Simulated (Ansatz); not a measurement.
**Geometry relaxation of SrTiO₃ (part 3 of 3)**

The same run, continued: SrTiO₃ (35 atoms in the cell); DFT PBE, scalar-relativistic, plane waves, PAW, no spin polarisation (Ansatz 0.2.0); cutoff 420 eV, 3×3×3 k-mesh, Gaussian smearing of 0.02 eV. The structure derives from a Materials Project entry. It belongs to a series of runs on one base structure; here: the perfect supercell shaken and relaxed.

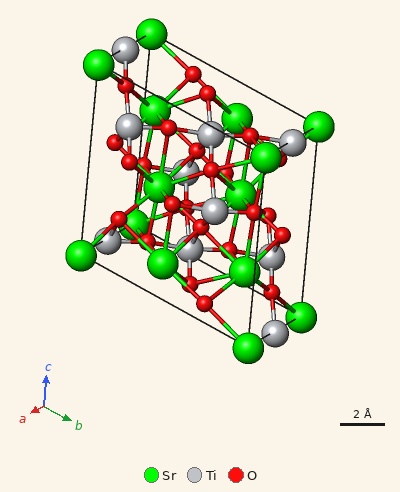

**Figure 1.** The geometry at step 3 of the log (ball-and-stick view of the cell of the calculation, seen at an oblique angle).

Output, continued:
```
  k-point 13: bands = ["-46.7258", "-46.7253", "-46.7250", "-46.7247", "-46.7242", "-46.7231", "-46.7223", "-23.1649", "-23.1641", "-23.1536", "-23.1405", "-23.1398", "-23.1385", "-23.0804", "-23.0463", "-23.0429", "-23.0379", "-23.0365", "-23.0250", "-23.0199", "-23.0091", "-23.0083", "-23.0070", "-23.0041", "-23.0032", "-22.9952", "-22.9946", "-22.9905", "-22.9898", "-22.9882", "-22.9848", "-22.9845", "-22.9811", "-22.9768", "-22.9743", "-7.6954", "-7.6722", "-7.6644", "-7.4612", "-7.4545",
      "-7.4461", "-6.8360", "-6.7402", "-6.7266", "-6.7213", "-6.6666", "-6.6654", "-6.6586", "-6.6509", "-6.6362", "-6.6202", "-6.6067", "-6.6005", "-6.5945", "-6.5116", "-6.4500", "-5.3192", "-5.2249", "-5.1458", "-5.1000", "-5.0941", "-5.0913", "-5.0860", "-5.0780", "-5.0506", "-5.0091", "-4.9824", "-4.9511", "-4.9272", "-4.8310", "-4.8215", "-4.8175", "-4.7454", "-4.7346", "-4.7183", "-4.6725", "-4.6552", "5.2281", "5.3910", "5.4760",
      "5.5509", "5.6214", "5.6470", "5.6871", "5.7328", "5.7959", "5.8916", "5.9079", "6.0169", "6.0833", "6.1090", "6.1246", "6.1736", "6.1911", "6.2015", "6.4200", "6.4904", "6.5830", "6.6461", "6.7133", "6.7550", "6.7701", "6.8124", "6.8187", "6.8254", "6.8352", "6.8762", "6.8850", "7.0426", "7.1429", "7.1614", "7.3460", "7.3566", "7.6622", "7.8170", "7.8471", "7.8586", "8.0131", "8.1058", "8.1830",
      "8.1927", "8.2142", "8.3091", "8.3345", "8.3903", "8.4538", "8.5163", "8.5522", "8.6384", "8.6420", "8.7177", "8.7261", "8.7329", "8.8227", "8.9497", "9.1568", "9.1836", "9.4089", "9.4426", "9.5628", "12.1767", "12.3371", "12.4527", "12.5893", "12.6958", "12.8092", "12.9453", "13.0312", "13.0400", "13.1196", "13.1283", "13.2387", "13.2910", "13.3484", "13.4325", "13.4335", "13.4588", "13.6123", "13.8631", "13.9433",
      "13.9895", "14.4598", "14.6266", "14.6345", "14.7692", "15.0433", "15.4647", "15.5883", "16.1398", "16.1552", "16.1994", "16.2264", "16.4456", "16.5087", "16.7861"]
--- Relaxed structure (6 steps of the walk, 6 accepted, 0 SCFs on fresh bases) ---
  F+E_penalty+E_count = -54281.46588290 eV   max|allowed force component| = 1.121e-2 eV/Å
  atoms:
    - { symbol: Sr, position: [0.5683326522480867, 0.28864336275565505, 0.4225582377925616] }
    - { symbol: Sr, position: [0.8541321772474437, 0.43152995414925754, 0.1369174844972481] }
    - { symbol: Sr, position: [0.13986941592591112, 0.5744018560273645, 0.851253907419433] }
    - { symbol: Sr, position: [0.7113007071438346, 0.8600083137386865, 0.2797936148665677] }
    - { symbol: Sr, position: [-0.0030061962884680438, 1.002876313744131, 0.9940698125896674] }
    - { symbol: Sr, position: [0.28272247898594927, 0.14576533352484025, 0.7083649600483339] }
    - { symbol: Sr, position: [0.42556626797992453, 0.7172096701603906, 0.565430164841463] }
    - { symbol: Ti, position: [0.0672031191871115, 0.2895041446979211, 0.42098118805716017] }
    - { symbol: Ti, position: [0.3528761496583097, 0.43224769675586544, 0.13516891763970915] }
    - { symbol: Ti, position: [0.6386087623267975, 0.5751950326460019, 0.849552166830847] }
    - { symbol: Ti, position: [0.21006309626641637, 0.8609477456777338, 0.27817013127073764] }
    - { symbol: Ti, position: [0.49575121358944085, 1.0037531462255473, -0.007617905231213973] }
    - { symbol: Ti, position: [0.7814793101470139, 0.14663561631192115, 0.7066658490875366] }
    - { symbol: Ti, position: [0.9242375559098149, 0.7180543320049431, 0.5638119327158259] }
    - { symbol: O, position: [0.3611458584397022, 0.4268953367372912, 0.6461083453011371] }
    - { symbol: O, position: [0.6468520664880626, 0.569760154361571, 0.36023460337465013] }
    - { symbol: O, position: [0.9325494232629029, 0.7126905170007886, 0.07461952542759609] }
    - { symbol: O, position: [0.5040615155957954, -0.0017632745717289927, 0.50324431091227] }
    - { symbol: O, position: [0.7898243520544213, 0.14112720622639577, 0.2174152683799842] }
    - { symbol: O, position: [0.07544101824470978, 0.28386434185696163, 0.9317753262674837] }
    - { symbol: O, position: [0.21816787335829443, 0.8554681017618035, 0.7889535853467396] }
    - { symbol: O, position: [0.21836561278353242, 0.3555008072597111, 0.28899543253644744] }
    - { symbol: O, position: [0.5038989036245315, 0.4981320467914516, 0.0030922082214404067] }
    - { symbol: O, position: [0.7895463474317709, 0.6411476865819994, 0.7174048848878767] }
    - { symbol: O, position: [0.3611796174775299, 0.9269223246521188, 0.14613358685020306] }
    - { symbol: O, position: [0.6466145060891306, 0.06963094016736107, 0.8602871971358228] }
    - { symbol: O, position: [0.9324883251800082, 0.21252121192507123, 0.5745949868016204] }
    - { symbol: O, position: [0.07545085584012659, 0.7839434186657666, 0.43171451362921465] }
    - { symbol: O, position: [0.1468953883313993, 0.06974069784355394, 0.3603624496057707] }
    - { symbol: O, position: [0.43252138826434716, 0.2125095296868526, 0.07465188487053301] }
    - { symbol: O, position: [0.7184236345727301, 0.35548532974487895, 0.7888651474333238] }
    - { symbol: O, position: [0.28954831817456894, 0.6409761663207315, 0.21717233339771927] }
    - { symbol: O, position: [0.5752685221054139, 0.7839135374290079, 0.9317345789381881] }
    - { symbol: O, position: [0.8610656067283711, 0.9268255497796515, 0.6459895052742597] }
    - { symbol: O, position: [0.003831359725063155, 0.49824904955850025, 0.5030941202818408] }
```

Trajectory as extended XYZ (Å, eV, eV/Å), 3 of the 6 frames kept, from step=1 to step=6:
```
35
Lattice="3.9364 -3.9364 3.9364 -7.8729 0.0000 3.9364 0.0000 -3.9364 -7.8729" Properties=species:S:1:pos:R:3:forces:R:3 step=1 energy=-54280.38674
Sr    0.0269   -3.9421   -0.0179    0.0456   0.1768   0.1559
Sr   -0.0941   -3.9533    3.9663    0.7392   0.9020  -0.4835
Sr   -3.9080   -3.9114   -3.8955   -0.0252   0.1181  -0.2207
Sr   -3.9288   -3.9085    3.9764   -0.3592  -0.0437  -0.0462
Sr   -7.8469   -3.8875   -3.8758   -0.4742  -0.2439  -0.2329
Sr   -0.0552   -3.8143   -3.8894    0.4229  -1.1237  -0.0045
Sr   -3.8887   -3.9608   -0.0033   -0.2197  -0.1967   0.2017
Ti   -1.9964   -1.9666   -1.9791    0.7220   1.4676   0.5326
Ti   -2.0701   -1.9771    1.9285    2.1016  -0.0672   0.0562
Ti   -1.9627   -5.8732   -1.9555    0.8808   0.3793  -0.2035
Ti   -5.9140   -1.9357    1.9933   -0.7068  -1.2134   0.6433
Ti   -5.8630   -1.9171    5.8676   -2.0538  -1.2700   1.7476
Ti    2.0198   -5.9629   -1.9428   -1.1761   0.9751  -1.3365
Ti   -1.9469   -5.9219    2.0285   -0.1442   0.1861  -1.1660
O    -1.9499   -3.9473   -1.9387   -0.2240  -0.8506  -0.2955
O    -2.0180   -3.8810    1.9774    0.2616  -1.4276   0.0438
O    -1.9747   -3.9626    5.9310   -0.0138  -0.1166  -0.2037
O     1.9653   -3.9503   -1.9327    0.2784   1.0914  -0.1290
O     2.0286   -3.9575    2.0131   -0.0932  -0.1526  -0.1865
O    -1.9790   -3.9626   -5.8774    0.1533   0.2728   0.0316
O    -5.9197   -3.9252   -1.9724    0.2766   0.6631   0.0204
O    -1.9860   -2.0388   -0.0246   -0.1276   0.2682   0.8549
O    -1.9627   -1.9723    3.9190   -0.3035  -0.0624   0.9355
O    -1.9307   -5.9326    0.0075   -0.0839   0.1344  -0.1312
O    -5.8866   -1.9782    3.9806    0.1217   0.1756  -1.5484
O     1.9370   -5.9174   -3.9190    0.5408   0.0973   0.4202
O     1.9292   -5.8519    0.0166    0.3449  -0.5632  -0.4644
O    -5.9062   -1.9658   -0.0594    0.2510   0.1229   1.1876
O    -0.0682   -2.0074   -2.0032    2.1071   0.0226   0.0001
O     0.0670   -2.0166    1.9764   -0.7086   0.2328  -0.3119
O     0.0546   -5.8715   -1.9893   -1.3184  -0.4144   0.2622
O    -3.9214   -1.9680    2.0048   -1.2609   0.1916  -0.3118
O    -3.9861   -5.9165   -1.9099    1.7757   0.2491  -0.2207
O    -3.9340   -5.9003    1.9521    0.6148  -0.1598   0.2055
O    -3.8452   -2.0294   -1.9935   -2.3449   0.1790   0.1977
35
Lattice="3.9364 -3.9364 3.9364 -7.8729 0.0000 3.9364 0.0000 -3.9364 -7.8729" Properties=species:S:1:pos:R:3:forces:R:3 step=3 energy=-54281.45066
Sr   -0.0397   -3.8962    0.0482   -0.0195   0.0247   0.0280
Sr   -0.0401   -3.8962    3.9870   -0.0318   0.0058   0.0190
Sr   -3.9764   -3.9011   -3.8929   -0.0293   0.0209   0.0320
Sr   -3.9754   -3.8954    3.9889   -0.0006   0.0062   0.0033
Sr   -7.9110   -3.8966   -3.8861   -0.0054   0.0091   0.0202
Sr   -0.0308   -3.8984   -3.8847   -0.0308   0.0266   0.0083
Sr   -3.9732   -3.8982    0.0545   -0.0278   0.0233   0.0132
Ti   -2.0313   -1.9088   -1.8992    0.1229  -0.0902  -0.0843
Ti   -2.0262   -1.9086    2.0358    0.0788  -0.0975  -0.0601
Ti   -2.0278   -5.8395   -1.8994    0.0785  -0.1576  -0.0873
Ti   -5.9643   -1.9074    2.0406    0.1123  -0.0934  -0.1047
Ti   -5.9618   -1.9131    5.9784    0.0717  -0.0325  -0.1291
Ti    1.9097   -5.8472   -1.8939    0.1294  -0.0609  -0.0924
Ti   -2.0278   -5.8502    2.0365    0.0743  -0.0617  -0.0507
O    -1.9325   -3.9675   -1.9865   -0.0157   0.0377  -0.0125
O    -1.9403   -3.9718    1.9429   -0.0033   0.0692   0.0111
O    -1.9405   -3.9702    5.8810    0.0057   0.0741   0.0205
O     2.0102   -3.9699   -1.9914   -0.0218   0.0176   0.0242
O     2.0022   -3.9689    1.9494    0.0072   0.0423   0.0122
O    -1.9325   -3.9685   -5.9256   -0.0009   0.0534   0.0036
O    -5.8692   -3.9707   -1.9908   -0.0154   0.0292   0.0015
O    -1.9403   -2.0019   -0.0229    0.0039   0.0179   0.0641
O    -1.9304   -2.0035    3.9138   -0.0172   0.0292   0.0612
O    -1.9406   -5.9386   -0.0244    0.0132   0.0045   0.0620
O    -5.8666   -2.0046    3.9153   -0.0163   0.0190   0.0559
O     2.0006   -5.9342   -3.9568   -0.0060  -0.0096   0.0529
O     2.0074   -5.9375   -0.0183   -0.0243   0.0144   0.0253
O    -5.8658   -2.0030   -0.0245   -0.0092   0.0101   0.0655
O     0.0379   -2.0056   -1.9857   -0.1097   0.0152   0.0013
O     0.0343   -2.0056    1.9436   -0.0429   0.0227   0.0081
O     0.0348   -5.9374   -1.9875   -0.0512   0.0124   0.0264
O    -3.9013   -1.9873    1.9499   -0.0372  -0.0300   0.0046
O    -3.9025   -5.9371   -1.9890   -0.0549   0.0196  -0.0023
O    -3.9023   -5.9437    1.9514   -0.0516   0.0116  -0.0136
O    -3.9011   -2.0014   -1.9976   -0.0738   0.0156   0.0117
35
Lattice="3.9364 -3.9364 3.9364 -7.8729 0.0000 3.9364 0.0000 -3.9364 -7.8729" Properties=species:S:1:pos:R:3:forces:R:3 step=6 energy=-54281.46588
Sr   -0.0352   -3.9006    0.0467    0.0030  -0.0040  -0.0006
Sr   -0.0351   -3.9012    3.9830    0.0033  -0.0033  -0.0012
Sr   -3.9716   -3.9015   -3.8901    0.0011  -0.0010   0.0004
Sr   -3.9707   -3.9014    3.9826   -0.0020   0.0008   0.0011
Sr   -7.9073   -3.9013   -3.8903    0.0005  -0.0012  -0.0007
Sr   -0.0347   -3.9014   -3.8902    0.0010  -0.0008  -0.0010
Sr   -3.9713   -3.9010    0.0469    0.0015  -0.0006  -0.0037
Ti   -2.0147   -1.9217   -1.9102   -0.0061   0.0069   0.0053
Ti   -2.0140   -1.9212    2.0264   -0.0066   0.0023   0.0002
Ti   -2.0146   -5.8580   -1.9104   -0.0062   0.0058   0.0057
Ti   -5.9512   -1.9219    2.0260    0.0008   0.0071   0.0088
Ti   -5.9509   -1.9215    5.9627   -0.0001   0.0048  -0.0014
Ti    1.9218   -5.8580   -1.9100   -0.0013   0.0006   0.0050
Ti   -2.0149   -5.8576    2.0260    0.0030  -0.0008   0.0048
O    -1.9393   -3.9650   -1.9847    0.0027   0.0067  -0.0020
O    -1.9394   -3.9643    1.9530   -0.0001  -0.0021  -0.0023
O    -1.9400   -3.9647    5.8889    0.0021  -0.0003  -0.0027
O     1.9981   -3.9652   -1.9847   -0.0005   0.0091  -0.0012
O     1.9980   -3.9649    1.9529    0.0006   0.0001  -0.0030
O    -1.9379   -3.9648   -5.9214    0.0009   0.0100  -0.0021
O    -5.8762   -3.9645   -1.9850    0.0038   0.0023  -0.0008
O    -1.9392   -1.9972   -0.0162    0.0003  -0.0019  -0.0026
O    -1.9382   -1.9957    3.9201    0.0037  -0.0037   0.0052
O    -1.9397   -5.9320   -0.0162    0.0015  -0.0018   0.0009
O    -5.8758   -1.9970    3.9200    0.0016  -0.0022  -0.0044
O     1.9972   -5.9318   -3.9535    0.0007  -0.0047   0.0112
O     1.9975   -5.9325   -0.0165    0.0017  -0.0033   0.0025
O    -5.8749   -1.9964   -0.0159   -0.0016  -0.0020  -0.0032
O     0.0292   -1.9968   -1.9843    0.0005  -0.0035  -0.0027
O     0.0295   -1.9965    1.9514   -0.0039  -0.0040  -0.0001
O     0.0293   -5.9333   -1.9833   -0.0004  -0.0013  -0.0064
O    -3.9065   -1.9947    1.9532   -0.0086  -0.0058  -0.0044
O    -3.9071   -5.9322   -1.9851   -0.0013  -0.0024  -0.0011
O    -3.9072   -5.9324    1.9521    0.0001  -0.0014  -0.0005
O    -3.9076   -1.9955   -1.9844    0.0043  -0.0045  -0.0030
```

Summary:

```json
{"quantity": "outcome", "value": "converged"}
{"quantity": "space group (tolerance 0.01 Å)", "value": "P1 (1) → R3m (160)"}
{"quantity": "electrons treated", "value": "280"}
{"quantity": "free energy", "value": "−54281.4659 eV"}
{"quantity": "Fermi energy", "value": "10.668 eV"}
{"quantity": "gap on the k-point mesh", "value": "2.19 eV"}
{"quantity": "final volume", "value": "426.98 Å³"}
{"quantity": "largest force (length of the vector) at the end", "value": "0.012 eV/Å"}
{"quantity": "final cell", "value": "a = 6.818 Å, b = 8.802 Å, c = 8.802 Å, α = 113.58°, β = 104.96°, γ = 104.96°"}
{"quantity": "wall time", "value": "3.9 min (CPU time 31 min)"}
{"quantity": "peak memory", "value": "3.2 GiB"}
```
